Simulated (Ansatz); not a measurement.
**Geometry relaxation, with input and output: GaPH4 (part 3 of 3)**

The same run, continued: GaPH4 (18 atoms in the cell); DFT PBE, scalar-relativistic, plane waves, PAW, no spin polarisation (Ansatz 0.2.0); cutoff 420 eV, 1×1×1 k-mesh, Gaussian smearing of 0.05 eV. The structure derives from an entry of the Crystallography Open Database. It belongs to a series of runs on one base structure; here: cluster of 6 atoms cut as a sphere about cell point 3/8, cut bonds capped with H.

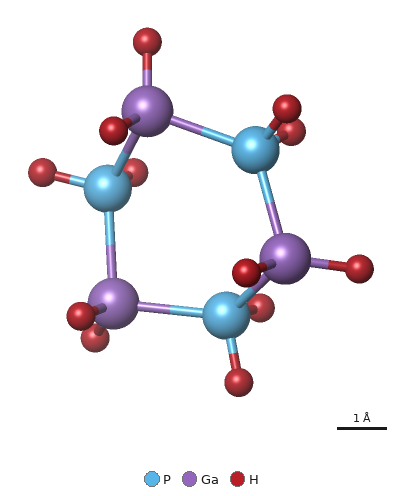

Fig. 1: The geometry at step 6 of the log (ball-and-stick view of the molecule without its box, seen at a tilt).

## Trajectory as extended XYZ, continued
```
18
Lattice="13.9000 0.0000 0.0000 0.0000 14.2000 0.0000 0.0000 0.0000 14.5000" Properties=species:S:1:pos:R:3:forces:R:3 step=3 energy=-13806.45737
P     6.3118    6.4618    9.2299    0.0611   0.0610   0.0479
Ga    4.7558    7.8817    8.0316   -0.1036   0.0070   0.0071
P     6.3118    9.0800    6.6118    0.0611   0.0479   0.0610
Ga    7.7317    4.9058    8.0315    0.0069  -0.1036   0.0071
P     8.9301    6.4618    6.6118    0.0480   0.0611   0.0610
Ga    7.7317    7.8815    5.0557    0.0069   0.0070  -0.1036
H     5.5471    5.6971   10.1526   -0.0163  -0.0162  -0.0581
H     7.0472    7.1974   10.2040   -0.0158  -0.0158  -0.0871
H     4.0414    6.8935    7.0435    0.0089   0.0875   0.0875
H     4.0319    8.8638    9.0139    0.0664  -0.0608  -0.0607
H     5.5471   10.0027    5.8471   -0.0163  -0.0581  -0.0163
H     7.0472   10.0541    7.3474   -0.0158  -0.0871  -0.0158
H     6.7434    4.1916    7.0434    0.0876   0.0089   0.0876
H     8.7138    4.1819    9.0140   -0.0608   0.0664  -0.0608
H     9.8527    5.6970    5.8471   -0.0581  -0.0163  -0.0163
H     9.9042    7.1972    7.3473   -0.0871  -0.0158  -0.0158
H     6.7433    6.8933    4.3417    0.0876   0.0876   0.0090
H     8.7139    8.8639    4.3320   -0.0608  -0.0608   0.0665
18
Lattice="13.9000 0.0000 0.0000 0.0000 14.2000 0.0000 0.0000 0.0000 14.5000" Properties=species:S:1:pos:R:3:forces:R:3 step=4 energy=-13806.47223
P     6.3145    6.4645    9.2171   -0.0071  -0.0071  -0.0134
Ga    4.7495    7.8848    8.0347   -0.0077   0.0157   0.0158
P     6.3145    9.0672    6.6144   -0.0070  -0.0134  -0.0071
Ga    7.7349    4.8995    8.0346    0.0157  -0.0077   0.0158
P     8.9174    6.4644    6.6144   -0.0133  -0.0071  -0.0071
Ga    7.7348    7.8847    5.0494    0.0157   0.0158  -0.0076
H     5.5448    5.6948   10.1309    0.0012   0.0012  -0.0135
H     7.0519    7.2021   10.1836   -0.0035  -0.0035  -0.0255
H     4.0091    6.9124    7.0624   -0.0191   0.0229   0.0229
H     4.0546    8.8720    9.0221    0.0230  -0.0011  -0.0011
H     5.5448    9.9810    5.8448    0.0012  -0.0135   0.0012
H     7.0518   10.0337    7.3521   -0.0035  -0.0255  -0.0035
H     6.7623    4.1593    7.0623    0.0229  -0.0191   0.0229
H     8.7220    4.2047    9.0222   -0.0011   0.0229  -0.0011
H     9.8311    5.6947    5.8448   -0.0135   0.0012   0.0012
H     9.8839    7.2019    7.3520   -0.0255  -0.0035  -0.0035
H     6.7622    6.9123    4.3095    0.0229   0.0229  -0.0191
H     8.7221    8.8721    4.3547   -0.0011  -0.0011   0.0229
18
Lattice="13.9000 0.0000 0.0000 0.0000 14.2000 0.0000 0.0000 0.0000 14.5000" Properties=species:S:1:pos:R:3:forces:R:3 step=5 energy=-13806.48486
P     6.3072    6.4572    9.1974   -0.0594  -0.0594  -0.0520
Ga    4.7348    7.8939    8.0438    0.0538   0.0235   0.0235
P     6.3072    9.0475    6.6072   -0.0594  -0.0520  -0.0594
Ga    7.7440    4.8848    8.0437    0.0235   0.0539   0.0235
P     8.8977    6.4572    6.6072   -0.0520  -0.0594  -0.0594
Ga    7.7439    7.8938    5.0347    0.0235   0.0235   0.0540
H     5.5385    5.6885   10.1122    0.0051   0.0051   0.0122
H     7.0470    7.1973   10.1564    0.0156   0.0155   0.0174
H     3.9389    6.9471    7.0970   -0.0255  -0.0106  -0.0106
H     4.1002    8.8991    9.0492   -0.0015   0.0236   0.0236
H     5.5385    9.9623    5.8385    0.0051   0.0122   0.0051
H     7.0470   10.0065    7.3473    0.0155   0.0174   0.0155
H     6.7970    4.0892    7.0970   -0.0106  -0.0256  -0.0106
H     8.7491    4.2503    9.0493    0.0236  -0.0015   0.0236
H     9.8124    5.6884    5.8385    0.0122   0.0051   0.0051
H     9.8567    7.1970    7.3471    0.0174   0.0155   0.0155
H     6.7969    6.9469    4.2393   -0.0106  -0.0107  -0.0256
H     8.7491    8.8992    4.4004    0.0237   0.0237  -0.0015
18
Lattice="13.9000 0.0000 0.0000 0.0000 14.2000 0.0000 0.0000 0.0000 14.5000" Properties=species:S:1:pos:R:3:forces:R:3 step=6 energy=-13806.45258 accepted=F
P     6.2693    6.4193    9.1614    0.2288   0.2294   0.2163
Ga    4.7548    7.9166    8.0665   -0.2705  -0.0920  -0.0923
P     6.2693    9.0115    6.5693    0.2287   0.2163   0.2296
Ga    7.7667    4.9048    8.0665   -0.0918  -0.2708  -0.0925
P     8.8617    6.4193    6.5692    0.2164   0.2290   0.2295
Ga    7.7666    7.9165    5.0548   -0.0920  -0.0922  -0.2711
H     5.5244    5.6743   10.1107   -0.0385  -0.0384   0.0036
H     7.0305    7.1807   10.0943   -0.0460  -0.0460   0.0033
H     3.9288    6.9818    7.1318   -0.1101  -0.0018  -0.0017
H     4.1481    8.9311    9.0812    0.0354   0.0104   0.0104
H     5.5244    9.9608    5.8243   -0.0385   0.0036  -0.0384
H     7.0305    9.9444    7.3307   -0.0460   0.0033  -0.0460
H     6.8318    4.0790    7.1318   -0.0018  -0.1102  -0.0018
H     8.7811    4.2983    9.0813    0.0104   0.0353   0.0105
H     9.8109    5.6742    5.8242    0.0036  -0.0385  -0.0385
H     9.7946    7.1805    7.3305    0.0033  -0.0460  -0.0460
H     6.8316    6.9817    4.2292   -0.0018  -0.0018  -0.1102
H     8.7811    8.9312    4.4484    0.0105   0.0105   0.0352
18
Lattice="13.9000 0.0000 0.0000 0.0000 14.2000 0.0000 0.0000 0.0000 14.5000" Properties=species:S:1:pos:R:3:forces:R:3 step=7 energy=-13806.49033
P     6.2971    6.4471    9.1895   -0.0057  -0.0057   0.0034
Ga    4.7329    7.8997    8.0495   -0.0088   0.0051   0.0051
P     6.2971    9.0396    6.5971   -0.0057   0.0035  -0.0057
Ga    7.7497    4.8829    8.0495    0.0051  -0.0088   0.0051
P     8.8898    6.4471    6.5971    0.0034  -0.0057  -0.0057
Ga    7.7497    7.8995    5.0328    0.0051   0.0051  -0.0088
H     5.5346    5.6846   10.1143   -0.0058  -0.0058  -0.0004
H     7.0408    7.1910   10.1455   -0.0004  -0.0004  -0.0096
H     3.9133    6.9611    7.1110   -0.0136   0.0077   0.0077
H     4.1186    8.9125    9.0626    0.0099   0.0085   0.0086
H     5.5346    9.9644    5.8346   -0.0058  -0.0004  -0.0058
H     7.0408    9.9956    7.3410   -0.0004  -0.0096  -0.0004
H     6.8110    4.0635    7.1110    0.0077  -0.0136   0.0077
H     8.7625    4.2687    9.0627    0.0086   0.0099   0.0086
H     9.8145    5.6845    5.8345   -0.0004  -0.0058  -0.0058
H     9.8458    7.1908    7.3409   -0.0096  -0.0004  -0.0004
H     6.8109    6.9609    4.2137    0.0077   0.0077  -0.0136
H     8.7626    8.9126    4.4188    0.0086   0.0086   0.0099
18
Lattice="13.9000 0.0000 0.0000 0.0000 14.2000 0.0000 0.0000 0.0000 14.5000" Properties=species:S:1:pos:R:3:forces:R:3 step=8 energy=-13806.49784
P     6.2797    6.4297    9.1699   -0.0040  -0.0040  -0.0011
Ga    4.7175    7.9134    8.0633   -0.0208   0.0006   0.0006
P     6.2797    9.0200    6.5797   -0.0040  -0.0011  -0.0039
Ga    7.7635    4.8675    8.0633    0.0005  -0.0209   0.0006
P     8.8702    6.4297    6.5797   -0.0011  -0.0040  -0.0040
Ga    7.7634    7.9133    5.0175    0.0005   0.0006  -0.0209
H     5.5223    5.6722   10.1033   -0.0025  -0.0025   0.0015
H     7.0287    7.1789   10.1168   -0.0003  -0.0004   0.0067
H     3.8339    7.0035    7.1534    0.0053   0.0169   0.0169
H     4.1731    8.9480    9.0982    0.0145  -0.0136  -0.0136
H     5.5222    9.9534    5.8222   -0.0026   0.0015  -0.0025
H     7.0287    9.9669    7.3290   -0.0003   0.0067  -0.0004
H     6.8534    3.9840    7.1534    0.0170   0.0054   0.0169
H     8.7980    4.3233    9.0983   -0.0136   0.0145  -0.0136
H     9.8034    5.6721    5.8221    0.0015  -0.0026  -0.0025
H     9.8171    7.1787    7.3288    0.0067  -0.0003  -0.0003
H     6.8533    7.0034    4.1342    0.0169   0.0169   0.0054
H     8.7980    8.9482    4.4733   -0.0136  -0.0136   0.0144
18
Lattice="13.9000 0.0000 0.0000 0.0000 14.2000 0.0000 0.0000 0.0000 14.5000" Properties=species:S:1:pos:R:3:forces:R:3 step=9 energy=-13806.49920
P     6.2671    6.4172    9.1615   -0.0002  -0.0004  -0.0214
Ga    4.7118    7.9192    8.0691   -0.0226   0.0130   0.0129
P     6.2672    9.0117    6.5672   -0.0002  -0.0214  -0.0004
Ga    7.7693    4.8618    8.0691    0.0131  -0.0226   0.0127
P     8.8618    6.4171    6.5671   -0.0214  -0.0001  -0.0001
Ga    7.7692    7.9191    5.0118    0.0130   0.0127  -0.0226
H     5.5110    5.6610   10.0969   -0.0031  -0.0030  -0.0017
H     7.0172    7.1674   10.1064    0.0006   0.0006   0.0105
H     3.7834    7.0327    7.1826    0.0146   0.0084   0.0084
H     4.2183    8.9663    9.1165   -0.0014  -0.0076  -0.0076
H     5.5110    9.9471    5.8110   -0.0031  -0.0017  -0.0031
H     7.0172    9.9566    7.3175    0.0006   0.0105   0.0006
H     6.8827    3.9335    7.1825    0.0083   0.0146   0.0085
H     8.8164    4.3685    9.1165   -0.0077  -0.0014  -0.0075
H     9.7971    5.6609    5.8109   -0.0017  -0.0031  -0.0031
H     9.8067    7.1672    7.3173    0.0106   0.0006   0.0006
H     6.8825    7.0324    4.0838    0.0082   0.0084   0.0145
H     8.8164    8.9664    4.5185   -0.0076  -0.0074  -0.0014
```

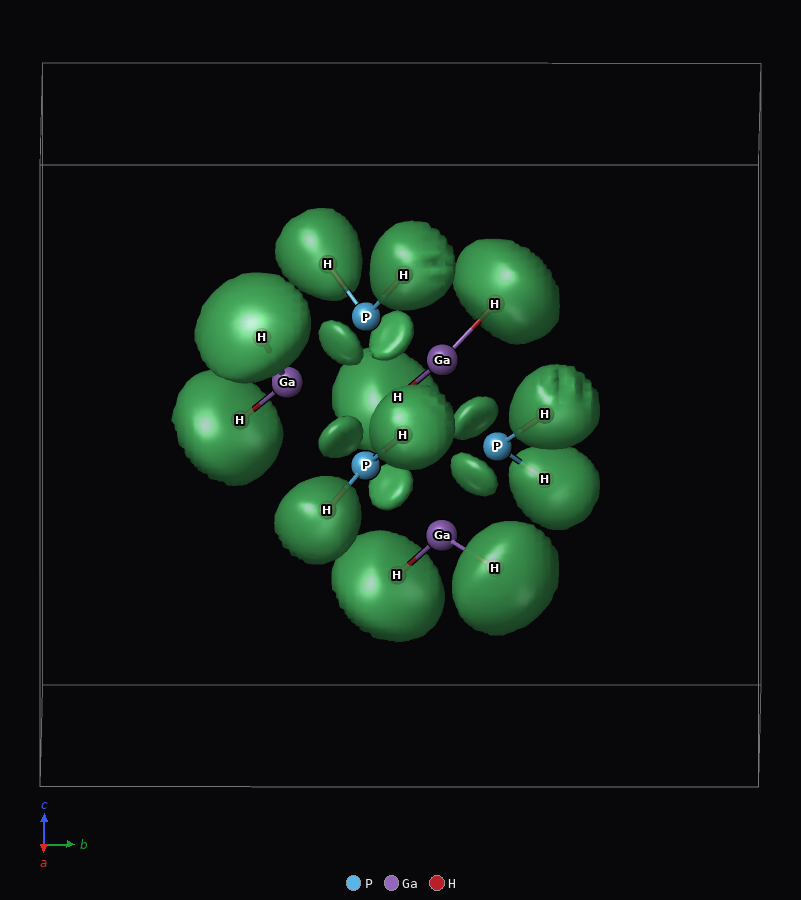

Fig. 2: Isosurface of the electron localisation function at 0.9 (green), seen at an oblique angle. Only the valence region is drawn (cores and ρ < 0.01 e/Å³ removed). Sticks mark near contacts. Counts are for one cell; the picture repeats the cell along the surface. Profiles from the grid: P–H (1.42 Å): the ELF climbs to about 1 towards the hydrogen, as it does in any bond to H; a covalent bond by its length. Ga–H (1.56 Å): the ELF climbs to about 1 towards the hydrogen. Core electrons are frozen (PAW), so the fields are smoothed inside the atomic spheres.

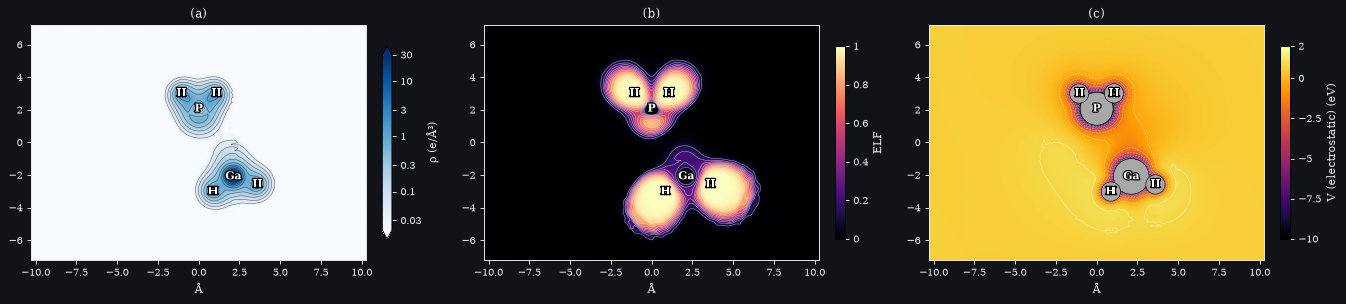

Fig. 3: (a) valence charge density (pseudo); (b) electron localisation function; (c) electrostatic potential (local pseudopotential plus Hartree) felt by an electron on the (11̄0) plane of the calculation cell, a cut from vacuum to vacuum. Grey discs, where drawn, cover atomic cores. The plane passes through P, Ga and H nuclei. Ga–H (1.56 Å): the density is about 0.93 e/Å³ at the midpoint, with its minimum of 0.81 e/Å³ about 0.9 Å from Ga; the ELF climbs to about 1 towards the hydrogen. The density dies away to nearly zero in the vacuum.

The run was set up as follows.

## Input
```yaml
crystal:
  lattice:
    - [13.9, 0.0, 0.0]
    - [0.0, 14.2, 0.0]
    - [0.0, 0.0, 14.5]
  atoms:
    - { symbol: P, position: [0.4536091415, 0.4545892301, 0.6453588882] }
    - { symbol: Ga, position: [0.354597026, 0.5515095404, 0.5504438257] }
    - { symbol: P, position: [0.4536091415, 0.6484298506, 0.4555287633] }
    - { symbol: Ga, position: [0.5526212571, 0.3576689198, 0.5504438257] }
    - { symbol: P, position: [0.6516333726, 0.4545892301, 0.4555287633] }
    - { symbol: Ga, position: [0.5526212571, 0.5515095404, 0.3606137008] }
    - { symbol: H, position: [0.3946280349, 0.3968542032, 0.7018993973] }
    - { symbol: H, position: [0.5125902482, 0.512324257, 0.7018993973] }
    - { symbol: H, position: [0.2893855208, 0.487675743, 0.4879307276] }
    - { symbol: H, position: [0.2893855208, 0.6153433377, 0.6129569238] }
    - { symbol: H, position: [0.3946280349, 0.7061648776, 0.3989882541] }
    - { symbol: H, position: [0.5125902482, 0.7061648776, 0.5120692724] }
    - { symbol: H, position: [0.4874097518, 0.2938351224, 0.4879307276] }
    - { symbol: H, position: [0.6178327623, 0.2938351224, 0.6129569238] }
    - { symbol: H, position: [0.7106144792, 0.3968542032, 0.3989882541] }
    - { symbol: H, position: [0.7106144792, 0.512324257, 0.5120692724] }
    - { symbol: H, position: [0.4874097518, 0.487675743, 0.2981006027] }
    - { symbol: H, position: [0.6178327623, 0.6153433377, 0.2981006027] }
basis:
  ecutwfc: 420
kpoints:
  mp_grid: { grid: [1, 1, 1] }
hamiltonian:
  xc: pbe
scf:
  occupations: { method: gaussian, width: 0.05 }
output:
  forces: true
  eigenvalues: true
  populations: true
  write_density: true
  write_potential: true
  elf: true
  volumetric_format: npy
relax:
  adjacent_minimum: "off"
  f_tol: 0.03
  max_steps: 40
```

Launched with:
```bash
ansatz run input.yaml --threads 4 --pin off --max-ram 11264MiB --backend cpu --events-out ev --progress --plain --runs-dir out
```

## Summary

```csv
quantity,value
outcome,converged
electrons treated,66
free energy,−13806.4992 eV
Fermi energy,−3.606 eV
gap on the k-point mesh,4.82 eV
final volume,2862.01 Å³
largest force (length of the vector) at the end,0.029 eV/Å
hardware,"4 threads of Arm Neoverse V2, 24 GiB of memory available, shared host"
wall time,39 s (CPU time 2.4 min)
peak memory,1.5 GiB
```

## Notes

The program warns: the exchange-correlation potential is rough where the density is thin.
